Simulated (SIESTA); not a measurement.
# CoSi2: 7 runs along one coordinate

System: CoSi2 (Fm-3m, 3 atoms in the cell).
Method: Kohn-Sham DFT of a periodic cell, PBE, PseudoDojo 0.4 standard, converted to PSML, spin-polarised (SIESTA 5.4.2).

The 7 runs differ only in the geometry, by an even scaling of the cell at fixed fractional positions. The structure derives from an entry of the Crystallography Open Database.

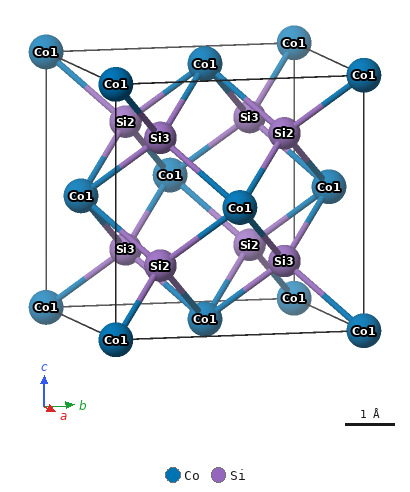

Figure 1. The structure of run 4 (ball-and-stick view of the cell 4 times as large as that of the calculation, set on its symmetry axes, seen slightly off an axis; atoms are numbered from 1 in the order of the input). An atom can appear more than once, as a periodic image.

**Input of run 4**
```
SystemName                      CoSi2
SystemLabel                     CoSi2
NumberOfSpecies                 2
NumberOfAtoms                   3
%block ChemicalSpeciesLabel
  1  27 Co
  2  14 Si
%endblock ChemicalSpeciesLabel

LatticeConstant                 1.0 Ang
%block LatticeVectors
     0.0000000000     2.6780000000     2.6780000000
     2.6780000000     0.0000000000     2.6780000000
     2.6780000000     2.6780000000     0.0000000000
%endblock LatticeVectors
AtomicCoordinatesFormat         Fractional
%block AtomicCoordinatesAndAtomicSpecies
     0.0000000000     0.0000000000     0.0000000000  1  Co
     0.7500000000     0.7500000000     0.7500000000  2  Si
     0.2500000000     0.2500000000     0.2500000000  2  Si
%endblock AtomicCoordinatesAndAtomicSpecies

%block kgrid.MonkhorstPack
    9   0   0  0.0
    0   9   0  0.0
    0   0   9  0.0
%endblock kgrid.MonkhorstPack
XC.Functional                   GGA
XC.Authors                      PBE
PAO.BasisSize                   DZP
PAO.EnergyShift                 0.003 Ry
Mesh.Cutoff                     800 Ry
Spin                            polarized
%block DM.InitSpin
    1   2.000
    2   0.000
    3   0.000
%endblock DM.InitSpin
OccupationFunction              FD
ElectronicTemperature           0.05 eV
MaxSCFIterations                200
SCF.MustConverge                false
SCF.Mixer.Method                Pulay
SCF.Mixer.Weight                0.1
SCF.Mixer.History               10
SCF.DM.Tolerance                5.0e-05
SCF.H.Tolerance                 1.0e-03 eV
WriteForces                     true
Charge.Mulliken                 end
Charge.Hirshfeld                end
Charge.Voronoi                  end
SaveRho                         true
SaveElectrostaticPotential      true
%block PAO.Basis
  Co 5
  n=3 0 2
    2.527 0.000
  n=4 0 2
    7.356 0.000
  n=3 1 2
    2.822 0.000
  n=4 1 1
    7.356
  n=3 2 2
    4.649 0.000
%endblock PAO.Basis
```

Command:
```bash
siesta < CoSi2.fdf > CoSi2.out 2>&1
```

Run 5 has the same physical settings and fractional positions; its lattice vectors (Å) are:
```
   0.000000    2.695736    2.695736
   2.695736    0.000000    2.695736
   2.695736    2.695736    0.000000
```

**Results, with one run withheld**

```tsv
run	volume per atom (Å³)	free energy per atom, from the lowest run given (meV)	pressure (GPa)
1	12.036	38.01	15.00
2	12.292	18.05	10.08
3	12.548	5.54	5.56
4	12.804	0.00	1.45
5	13.060	?	?
6	13.316	6.53	−5.25
7	13.572	17.27	−8.08
```

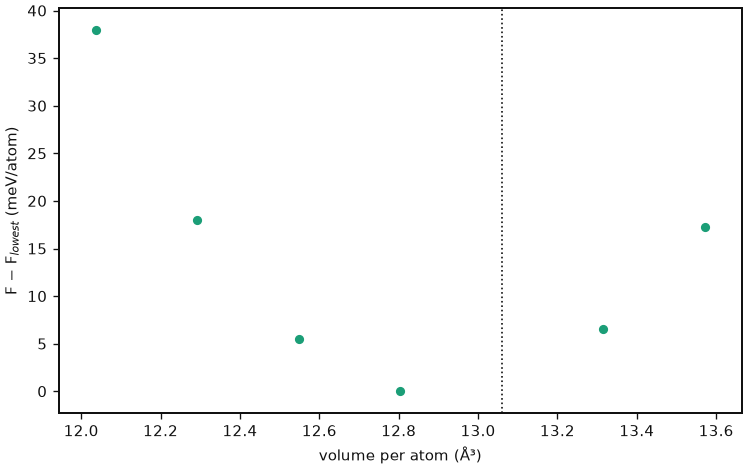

Figure 2. Free energy per atom of the runs given; the dotted line marks run 5.

What should run 5 give?

A cubic polynomial in V^(−2/3) (the Birch–Murnaghan form), fitted to the 6 runs given, misses them by at most 0.07 meV per atom. With x = V^(−2/3) − 0.18330 Å⁻², it reads F = 0.77314 + 1584 x + 5.0776e+05 x² + 1.0385e+06 x³ (meV per atom). At run 5 it gives 0.54 meV per atom, and the run itself gives 0.62. The slope of the fit gives a pressure −dF/dV of −2.09 GPa there, and the run prints −2.05 GPa. The fit has its minimum at 12.908 Å³ per atom, where V d²F/dV² gives 183 GPa: the bulk modulus at this level, since symmetry fixes the shape and the positions.

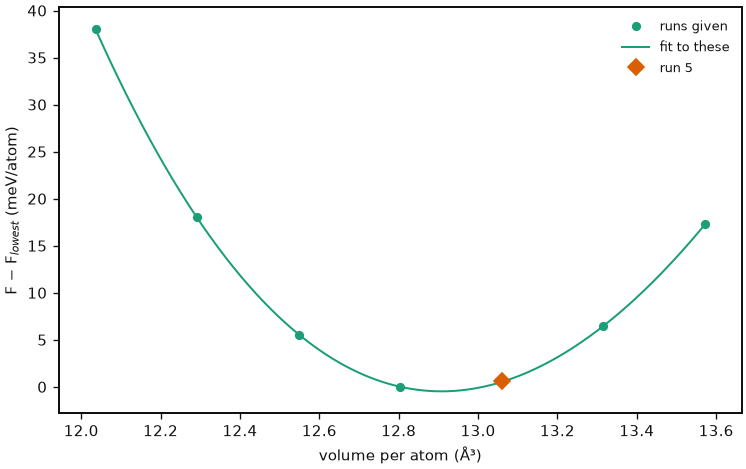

Figure 3. The fit and the withheld run.

**Some lines of the output (run 5)**
```
[...]
outcell: Cell volume (Ang**3)        :     39.1798
stepf: Fermi-Dirac step function
siesta: Etot    =     -4392.252718
siesta: FreeEng =     -4392.268735
        iscf     Eharris(eV)        E_KS(eV)     FreeEng(eV)     dDmax    Ef(eV) dHmax(eV)
siesta: E_KS(eV) =            -4395.4045
siesta: E_KS - E_eggbox =     -4395.4045
siesta: Etot    =     -4395.404533
siesta: FreeEng =     -4395.414974
siesta:         Fermi =      -6.087256
siesta: Cell volume =         39.179770 Ang**3
    Orbital volume contribution        =           3.131598 eV
```

Notes: Points of doubt noted for this run: mulliken charges of long orbitals. With a small basis of atomic orbitals these values can differ much from converged plane-wave results.
